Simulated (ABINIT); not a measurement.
Single-point calculation, with input and output: Au

The run: single-point calculation of Au (Im-3m, 1 atom in the cell). Method and program: Kohn-Sham DFT of a periodic cell, PBE, JTH PAW PBE v2.0, no spin polarisation (ABINIT 10.8.3).

The structure derives from a Materials Project entry.

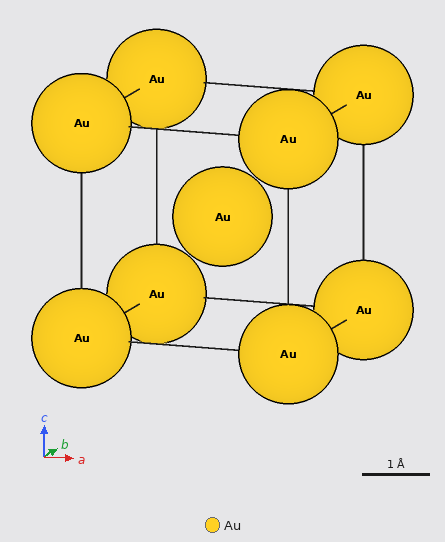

**Figure 1.** The input geometry (spheres-only view of the cell 2 times as large as that of the calculation, set on its symmetry axes, seen slightly off an axis). An atom can appear more than once, as a periodic image.

**Input file**
```
# Pseudopotentials
pp_dirpath "./"
pseudos "Au.GGA_PBE-JTH.xml"

# Structure
acell 3*1.0
rprim
    -3.1317845248     3.1317845248     3.1317845248
     3.1317845248    -3.1317845248     3.1317845248
     3.1317845248     3.1317845248    -3.1317845248
ntypat 1
znucl 79
natom 1
typat 1
xred
     0.0000000000     0.0000000000     0.0000000000

# Plane-wave basis
ecut 20.0
pawecutdg 40.0
pawxcdev 0

# k points
kptopt 1
ngkpt 3 3 3
nshiftk 1
shiftk 0.0 0.0 0.0

# Exchange and correlation
ixc 11

# Bands and occupations
nband 10
occopt 3
tsmear 0.1 eV

# SCF cycle
nstep 100
tolvrs 1.0e-9

# Output
iomode 3
prtwf 0
prtden 0
prteig 0
prtebands 0
prtvol 2
```

Machine: 1 thread of Arm Neoverse V1, 24 GiB of memory available, shared host.

Command:
```bash
abinit run.abi > log 2>&1
```

**Log**
```
.Version 10.8.3 of ABINIT
 Symmetries : space group Im -3 m (#229); Bravais cI (body-center cubic)
================================================================================
 Values of the parameters that define the memory need of the present run
     intxc =       0    ionmov =       0      iscf =      17    lmnmax =      18
     lnmax =       6     mgfft =      24  mpssoang =       3    mqgrid =    3001
     natom =       1  nloc_mem =       2    nspden =       1   nspinor =       1
    nsppol =       1      nsym =      48    n1xccc =       1    ntypat =       1
    occopt =       3   xclevel =       2
       mpw =         531          nfft =       13824          nkpt =           4
 PAW method is used; the additional fine FFT grid is defined by:
   mgfftf=        32    nfftf =     32768
================================================================================
================================================================================

--------------------------------------------------------------------------------
------------- Echo of variables that govern the present computation ------------
--------------------------------------------------------------------------------
 -outvars: echo values of preprocessed input variables --------
            acell      1.0000000000E+00  1.0000000000E+00  1.0000000000E+00 Bohr
              amu      1.96966540E+02
             ecut      2.00000000E+01 Hartree
              ixc          11
         kptrlatt        3    0    0      0    3    0      0    0    3
          kptrlen      1.62732297E+01
            natom           1
            nband          10
            ngfft          24      24      24
          ngfftdg          32      32      32
             nkpt           4
            nstep         100
             nsym          48
           ntypat           1
           occopt           3
        pawecutdg      4.00000000E+01 Hartree
         pawxcdev           0
           prtden           0
        prtebands           0
           prteig           0
           prtvol           2
            prtwf           0
            rprim     -3.1317845248E+00  3.1317845248E+00  3.1317845248E+00
                       3.1317845248E+00 -3.1317845248E+00  3.1317845248E+00
                       3.1317845248E+00  3.1317845248E+00 -3.1317845248E+00
          spgroup         229
           tolvrs      1.00000000E-09
           tsmear      3.67493222E-03 Hartree
            typat      1
           useylm           1
            znucl       79.00000

================================================================================

 chkinp: Checking input parameters for consistency.

================================================================================
== DATASET  1 ==================================================================

--- !DatasetInfo
iteration_state: {dtset: 1, }
dimensions: {natom: 1, nkpt: 4, mband: 10, nsppol: 1, nspinor: 1, nspden: 1, mpw: 531, }
cutoff_energies: {ecut:  20.0, pawecutdg:  40.0, }
electrons: {nelect:   1.10000000E+01, charge:   0.00000000E+00, occopt:   3.00000000E+00, tsmear:   3.67493222E-03, }
meta: {optdriver: 0, ionmov: 0, optcell: 0, iscf: 17, paral_kgb: 0, }
...

 Exchange-correlation functional for the present dataset will be:
  GGA: Perdew-Burke-Ernzerhof functional - ixc=11
  J.P.Perdew, K.Burke, M.Ernzerhof, PRL 77, 3865 (1996)

 Real(R)+Recip(G) space primitive vectors, cartesian coordinates (Bohr,Bohr^-1):
 R(1)= -3.1317845  3.1317845  3.1317845  G(1)=  0.0000000  0.1596534  0.1596534
 R(2)=  3.1317845 -3.1317845  3.1317845  G(2)=  0.1596534  0.0000000  0.1596534
 R(3)=  3.1317845  3.1317845 -3.1317845  G(3)=  0.1596534  0.1596534  0.0000000
 Unit cell volume ucvol=  1.2286710E+02 bohr^3
 Angles (23,13,12)=  1.09471221E+02  1.09471221E+02  1.09471221E+02 degrees

 Coarse grid specifications (used for wave-functions):

 getcut: wavevector=  0.0000  0.0000  0.0000  ngfft=  24  24  24
         ecut(hartree)=     20.000   => boxcut(ratio)=   2.19775

 Fine grid specifications (used for densities):

 getcut: wavevector=  0.0000  0.0000  0.0000  ngfft=  32  32  32
         ecut(hartree)=     40.000   => boxcut(ratio)=   2.07408

--- Pseudopotential description ------------------------------------------------
- pspini: atom type   1  psp file is ./Au.GGA_PBE-JTH.xml
 Pseudopotential format is: paw10
 basis_size (lnmax)=  6 (lmn_size= 18), orbitals=   0   0   1   1   2   2
 Spheres core radius: rc_sph= 2.50869560
 Shapefunction is SIN type: shapef(r)=[sin(pi*r/rshp)/(pi*r/rshp)]**2
 Radius for shape functions =  2.26305713
 Compensation charge density is not taken into account in XC energy/potential

   3.87212569E+02                                ecore*ucvol(ha*bohr**3)
--------------------------------------------------------------------------------

================================================================================

--- !BeginCycle
iteration_state: {dtset: 1, }
solver: {iscf: 17, nstep: 100, nline: 4, wfoptalg: 10, }
tolerances: {tolvrs: 1.00E-09, }
...

     iter   Etot(hartree)      deltaE(h)  residm     nres2
 ETOT  1  -34.036055671248    -3.404E+01 3.541E-01 9.949E+00
 ETOT  2  -34.218209871779    -1.822E-01 1.009E-02 1.121E+01
 ETOT  3  -34.170600334662     4.761E-02 4.351E-03 2.482E+00
 ETOT  4  -34.164296186758     6.304E-03 1.809E-03 4.431E-02
 ETOT  5  -34.166532226323    -2.236E-03 4.486E-04 1.006E-01
 ETOT  6  -34.166474912906     5.731E-05 5.920E-04 2.028E-03
 ETOT  7  -34.166670558931    -1.956E-04 1.892E-04 4.010E-02
 ETOT  8  -34.166565236787     1.053E-04 1.614E-04 1.631E-02
 ETOT  9  -34.166543137078     2.210E-05 7.141E-05 7.188E-05
 ETOT 10  -34.166549263725    -6.127E-06 6.646E-05 5.055E-04
 ETOT 11  -34.166549464091    -2.004E-07 2.755E-05 3.319E-04
 ETOT 12  -34.166548894547     5.695E-07 2.551E-05 7.132E-05
 ETOT 13  -34.166548836902     5.764E-08 1.076E-05 8.079E-06
 ETOT 14  -34.166548860085    -2.318E-08 9.644E-06 1.191E-06
 ETOT 15  -34.166548863757    -3.672E-09 4.141E-06 2.800E-06
 ETOT 16  -34.166548859743     4.014E-09 3.684E-06 5.614E-07
 ETOT 17  -34.166548859074     6.697E-10 1.589E-06 8.670E-08
 ETOT 18  -34.166548859108    -3.381E-11 1.407E-06 4.919E-09
 ETOT 19  -34.166548859154    -4.689E-11 6.088E-07 1.448E-09
 ETOT 20  -34.166548859153     1.656E-12 5.383E-07 2.672E-10

 At SCF step   20       nres2   =  2.67E-10 < tolvrs=  1.00E-09 =>converged.

 Cartesian components of stress tensor (hartree/bohr^3)
  sigma(1 1)=  1.40701678E-04  sigma(3 2)=  0.00000000E+00
  sigma(2 2)=  1.40701678E-04  sigma(3 1)=  0.00000000E+00
  sigma(3 3)=  1.40701678E-04  sigma(2 1)=  0.00000000E+00

--- !ResultsGS
iteration_state: {dtset: 1, }
comment   : Summary of ground state results
lattice_vectors:
- [ -3.1317845,   3.1317845,   3.1317845, ]
- [  3.1317845,  -3.1317845,   3.1317845, ]
- [  3.1317845,   3.1317845,  -3.1317845, ]
lattice_lengths: [   5.42441,    5.42441,    5.42441, ]
lattice_angles: [109.471, 109.471, 109.471, ] # degrees, (23, 13, 12)
lattice_volume:   1.2286710E+02
convergence: {deltae:  1.656E-12, res2:  2.672E-10, residm:  5.383E-07, diffor: null, }
etotal    :  -3.41665489E+01
entropy   :   0.00000000E+00
fermie    :   2.47478409E-01
cartesian_stress_tensor: # hartree/bohr^3
- [  1.40701678E-04,   0.00000000E+00,   0.00000000E+00, ]
- [  0.00000000E+00,   1.40701678E-04,   0.00000000E+00, ]
- [  0.00000000E+00,   0.00000000E+00,   1.40701678E-04, ]
pressure_GPa:  -4.1396E+00
xred      :
- [  0.0000E+00,   0.0000E+00,   0.0000E+00, Au]
cartesian_forces: # hartree/bohr
- [ -0.00000000E+00,  -0.00000000E+00,  -0.00000000E+00, ]
force_length_stats: {min:   0.00000000E+00, max:   0.00000000E+00, mean:   0.00000000E+00, }
...

 Integrated electronic density in atomic spheres:
 ------------------------------------------------
 Atom  Sphere_radius  Integrated_density
    1        2.50870          9.42271223

================================================================================

 ----iterations are completed or convergence reached----

 Mean square residual over all n,k,spin=   16.673E-09; max=  53.831E-08
   0.0000  0.0000  0.0000    1  5.38305E-07 kpt; spin; max resid(k); each band:
  1.80E-16 2.86E-14 8.83E-14 3.73E-14 1.22E-14 1.10E-14 8.57E-15 2.51E-15
  4.47E-14 5.38E-07
   0.3333  0.0000  0.0000    1  1.28595E-07 kpt; spin; max resid(k); each band:
  4.43E-14 4.83E-14 8.65E-14 2.81E-14 6.53E-15 7.55E-15 3.90E-14 6.88E-14
  3.31E-13 1.29E-07
   0.3333  0.3333  0.0000    1  1.46135E-13 kpt; spin; max resid(k); each band:
  8.40E-14 1.25E-13 1.46E-13 6.50E-15 2.43E-14 1.29E-14 6.39E-14 7.49E-14
  4.69E-14 6.66E-14
  -0.3333  0.3333  0.3333    1  1.14327E-12 kpt; spin; max resid(k); each band:
  1.47E-13 6.24E-14 1.87E-14 3.35E-14 1.86E-14 2.21E-14 2.73E-14 2.49E-14
  3.12E-14 1.14E-12
 reduced coordinates (array xred) for    1 atoms
       0.000000000000      0.000000000000      0.000000000000
 rms dE/dt=  0.0000E+00; max dE/dt=  0.0000E+00; dE/dt below (all hartree)
    1       0.000000000000      0.000000000000      0.000000000000

 cartesian coordinates (angstrom) at end:
    1      0.00000000000000     0.00000000000000     0.00000000000000

 cartesian forces (hartree/bohr) at end:
    1     -0.00000000000000    -0.00000000000000    -0.00000000000000
 frms,max,avg= 0.0000000E+00 0.0000000E+00   0.000E+00  0.000E+00  0.000E+00 h/b

 cartesian forces (eV/Angstrom) at end:
    1     -0.00000000000000    -0.00000000000000    -0.00000000000000
 frms,max,avg= 0.0000000E+00 0.0000000E+00   0.000E+00  0.000E+00  0.000E+00 e/A
 length scales=  1.000000000000  1.000000000000  1.000000000000 bohr
              =  0.529177210544  0.529177210544  0.529177210544 angstroms
 Fermi (or HOMO) energy (hartree) =   0.24748   Average Vxc (hartree)=  -0.42053
 Eigenvalues (hartree) for nkpt=   4  k points:
 kpt#   1, nband= 10, wtk=  0.03704, kpt=  0.0000  0.0000  0.0000 (reduced coord)
  -0.08697    0.08590    0.08590    0.08590    0.14931    0.14931    0.87895    0.87895
   0.87895    1.10345
      occupation numbers for kpt#   1
   2.00000    2.00000    2.00000    2.00000    2.00000    2.00000    0.00000    0.00000
   0.00000    0.00000
 kpt#   2, nband= 10, wtk=  0.44444, kpt=  0.3333  0.0000  0.0000 (reduced coord)
   0.00229    0.05821    0.12060    0.14365    0.15343    0.16528    0.55229    0.75765
   0.82833    0.99391
      occupation numbers for kpt#   2
   2.00000    2.00000    2.00000    2.00000    2.00000    2.00000    0.00000    0.00000
   0.00000    0.00000
 kpt#   3, nband= 10, wtk=  0.29630, kpt=  0.3333  0.3333  0.0000 (reduced coord)
   0.04008    0.08129    0.08129    0.15562    0.15562    0.36745    0.44514    0.44514
   0.76695    1.02469
      occupation numbers for kpt#   3
   2.00000    2.00000    2.00000    2.00000    2.00000    0.00000    0.00000    0.00000
   0.00000    0.00000
 kpt#   4, nband= 10, wtk=  0.22222, kpt= -0.3333  0.3333  0.3333 (reduced coord)
   0.04840    0.04949    0.13533    0.13533    0.15958    0.25629    0.61686    0.61686
   0.67399    0.80897
      occupation numbers for kpt#   4
   2.00000    2.00000    2.00000    2.00000    2.00000    0.16667    0.00000    0.00000
   0.00000    0.00000
 Total charge density [el/Bohr^3]
)     Maximum=    5.4217E-01  at reduced coord.    0.0000    0.0000    0.0000
)Next maximum=    5.3271E-01  at reduced coord.    0.9688    0.9688    0.9688
)     Minimum=    1.9967E-02  at reduced coord.    0.7500    0.5000    0.2500
)Next minimum=    1.9967E-02  at reduced coord.    0.5000    0.7500    0.2500
   Integrated=    1.1000E+01

--- !EnergyTerms
iteration_state     : {dtset: 1, }
comment             : Components of total free energy in Hartree
kinetic             :  9.09955922918420E+00
hartree             :  3.95755607518159E+00
xc                  : -2.94233266236283E+00
Ewald energy        : -3.51514642772864E+01
psp_core            :  3.15147476455682E+00
local_psp           : -1.46938363335940E+01
PAW spherical_terms :  2.41297726510064E+00
internal            : -3.41660659392199E+01
'-kT*entropy'       : -4.68490151825662E-04
total_energy        : -3.41665344293718E+01
total_energy_eV     : -9.29718765044243E+02
...

--- !EnergyTermsDC
iteration_state     : {dtset: 1, }
comment             : '"Double-counting" decomposition of free energy'
band_energy         :  1.15549609810549E+00
Ewald energy        : -3.51514642772864E+01
psp_core            :  3.15147476455682E+00
xc_dc               : -3.41089720831332E+00
PAW spherical_terms :  8.93102539364534E-02
internal            : -3.41660803690009E+01
'-kT*entropy'       : -4.68490151825662E-04
total_energy_dc     : -3.41665488591528E+01
total_energy_dc_eV  : -9.29719157698587E+02
...

--- !EnergyTermsWithPAWCore
iteration_state     : {dtset: 1, }
comment             : 'Components of total free energy, including PAW core contributions'
Total energy        : -1.90119997408559E+04
Total energy DC     : -1.90119997552857E+04
Total energy (eV)   : -5.17342868256920E+05
Total energy DC (eV): -5.17342868649574E+05
...

 Cartesian components of stress tensor (hartree/bohr^3)
  sigma(1 1)=  1.40701678E-04  sigma(3 2)=  0.00000000E+00
  sigma(2 2)=  1.40701678E-04  sigma(3 1)=  0.00000000E+00
  sigma(3 3)=  1.40701678E-04  sigma(2 1)=  0.00000000E+00

-Cartesian components of stress tensor (GPa)         [Pressure= -4.1396E+00 GPa]
- sigma(1 1)=  4.13958630E+00  sigma(3 2)=  0.00000000E+00
- sigma(2 2)=  4.13958630E+00  sigma(3 1)=  0.00000000E+00
- sigma(3 3)=  4.13958630E+00  sigma(2 1)=  0.00000000E+00

== END DATASET(S) ==============================================================
================================================================================

 -outvars: echo values of variables after computation  --------
            acell      1.0000000000E+00  1.0000000000E+00  1.0000000000E+00 Bohr
           etotal     -3.4166548859E+01
            fcart     -0.0000000000E+00 -0.0000000000E+00 -0.0000000000E+00
            rprim     -3.1317845248E+00  3.1317845248E+00  3.1317845248E+00
                       3.1317845248E+00 -3.1317845248E+00  3.1317845248E+00
                       3.1317845248E+00  3.1317845248E+00 -3.1317845248E+00
           strten      1.4070167834E-04  1.4070167834E-04  1.4070167834E-04
                       0.0000000000E+00  0.0000000000E+00  0.0000000000E+00
 Calculation completed.
```

**Key numbers**

- outcome: converged
- space group (tolerance 0.01 Å): Im-3m (229)
- electrons treated: 11
- free energy: −929.7192 eV
- Fermi energy: 6.734 eV
- gap on the k-point mesh: none (metallic)
- pressure: −4.14 GPa
- largest force (length of the vector): under 0.001 eV/Å
- wall time: 4 s
- peak memory: 0.08 GiB

**Remarks**

Spin–orbit coupling is left out, which matters for Au. The k-point mesh is coarse for a cell of this size, so the results may not be converged.
